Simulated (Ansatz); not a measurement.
```cif
data_structure
_symmetry_space_group_name_H-M 'P 1'
_symmetry_Int_Tables_number 1
_cell_length_a 2.2227
_cell_length_b 2.2227
_cell_length_c 2.2227
_cell_angle_alpha 90.000
_cell_angle_beta 90.000
_cell_angle_gamma 90.000
_cell_volume 10.98
loop_
_atom_site_label
_atom_site_type_symbol
_atom_site_fract_x
_atom_site_fract_y
_atom_site_fract_z
_atom_site_occupancy
Mn1 Mn 0.00000 0.00000 0.00000 1
```

Space group Pm-3m; set up as Mn, simple cubic; a generated structure, not necessarily the stable one; changed on purpose from its base cell (volume × 0.96); computed pressure about 10 GPa in this cell; computed without spin polarisation.

All numbers below come from DFT, PBEsol, plane waves (420 eV) with PAW, scalar-relativistic in Ansatz.

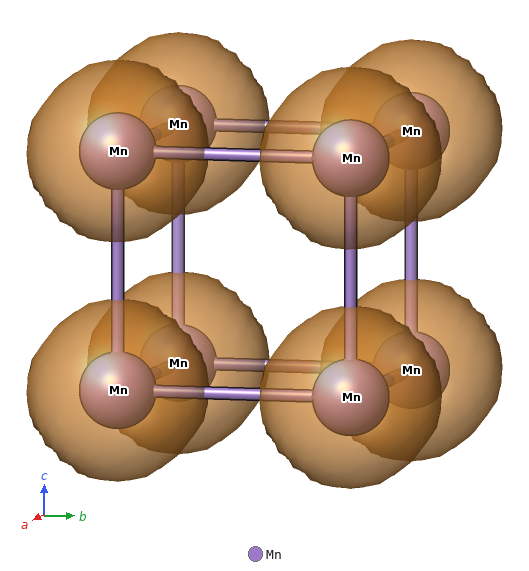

Mn. Isosurface of the valence electron density at 1 e/Å³ (orange), seen slightly off an axis. Sticks mark near contacts.

**What does this surface tell about the bonding?**

At this value the density breaks into separate islands; it holds about 75 % of the electrons treated as valence (semicore included). It bridges none of the near contacts. It is pinched off along the shortest Mn–Mn (2.22 Å) contacts. On the grid the lowest density along these lines, outside the cores, is 0.56 e/Å³ (Mn–Mn, 2.22 Å).

**Metal or insulator at this level of theory?**

It is metallic or semimetallic at this level of theory: no gap opens.
